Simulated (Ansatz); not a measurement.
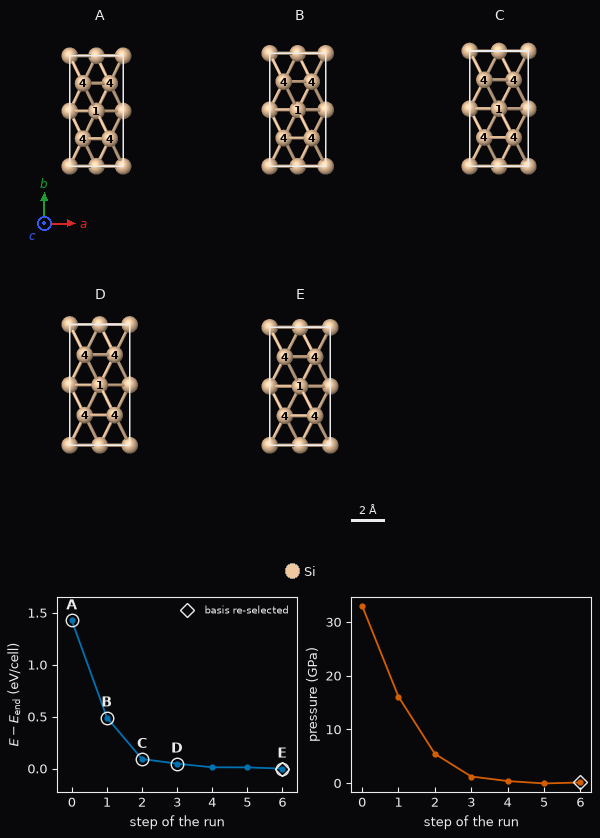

Frames of a relaxation of a crystal of Si (a generated structure, set up in Fddd) (coarse preliminary run), marked on the history of the run. The picture is a ball-and-stick view of the conventional cell (4 times the calculation's cell), seen along the c axis. Lengths and directions refer to the drawn axes.

Computed with DFT PBE, scalar-relativistic, plane waves, PAW (Ansatz).

The input:
```yaml
crystal:
  lattice:
    - [0.0, 3.3697117, 5.43447241]
    - [1.62637549, 0.0, 5.43447241]
    - [1.62637549, 3.3697117, 0.0]
  atoms:
    - { symbol: Si, position: [0.81733054, 0.81733054, 0.18266946] }
    - { symbol: Si, position: [0.06733054, 0.06733054, 0.43266946] }
    - { symbol: Si, position: [0.18266946, 0.18266946, 0.81733054] }
    - { symbol: Si, position: [0.43266946, 0.43266946, 0.06733054] }
basis:
  ecutwfc: 420
kpoints:
  mp_grid: { grid: [6, 6, 6] }
hamiltonian:
  xc: pbe
scf:
  occupations: { method: gaussian, width: 0.1 }
  lower_state_search: "off"
output:
  forces: true
  stress: true
  eigenvalues: true
relax:
  adjacent_minimum: "off"
  f_tol: 0.04
  max_steps: 70
  cell: { stress_tol: 0.4 }
```

Run as
```bash
ansatz run input.yaml --threads 1 --pin off --max-ram 2560MiB --backend cpu --events-out ev --progress --plain --runs-dir out
```

Describe the path.

Answer. Over 5 accepted moves (6 points after the start) the energy falls by 1.427 eV per cell of the calculation. The largest force component goes from 0.91 to 0.018 eV/Å. Pressure: 33.05 GPa at the start and 0.12 GPa at the end. The SCF was repeated once at an unchanged geometry on a basis and grid sized afresh for the cell, which shifted the energy by 12.0 meV per cell of the calculation at most. The largest moves relative to the cell, 0.017 Å, are those of Si1, Si2, Si3 and Si4. Si1 goes along −c. The volume changes by +24.5 %, with a 3.253 → 3.689 Å (+13.4 %), b 6.739 → 7.187 Å (+6.6 %), c 10.869 → 11.185 Å (+2.9 %). Near-neighbour distances that change, for instance: Si1–Si3 2.188 → 2.360 Å, Si1–Si4 2.252 → 2.415 Å. Among the angles between lasting bonds that change: Si4–Si2–Si4 96.0° → 102.8°, Si3–Si2–Si4 96.0° → 92.5°. The space group stays Fddd (No. 70). Cost: 19 s on 1 thread of Arm Neoverse V1, on a shared host, peak memory 0.36 GiB. From step 0 to 1: volume +9.3 %, energy −0.935 eV per cell of the calculation. From step 1 to 2: volume +8.0 %, energy −0.400 eV per cell of the calculation. From step 2 to 3: volume +4.4 %, energy −44.5 meV per cell of the calculation. From step 3 to 6: Si atoms move most (0.02 Å), volume +1.1 %, energy −48.0 meV per cell of the calculation.

```tsv
step	E − E(0), meV/atom	largest force component, eV/Å	pressure, GPa	volume, Å³/atom	note
0	0.00	0.9086	33.05	14.892	
1	-233.80	0.2123	16.11	16.277	
2	-333.70	0.0445	5.47	17.576	
3	-344.83	0.1358	1.24	18.341	
4	-353.68	0.0036	0.39	18.446	
5	-353.83	0.0181	-0.05	18.538	
6	-356.83	0.0176	0.12	18.538	same geometry, new basis
```
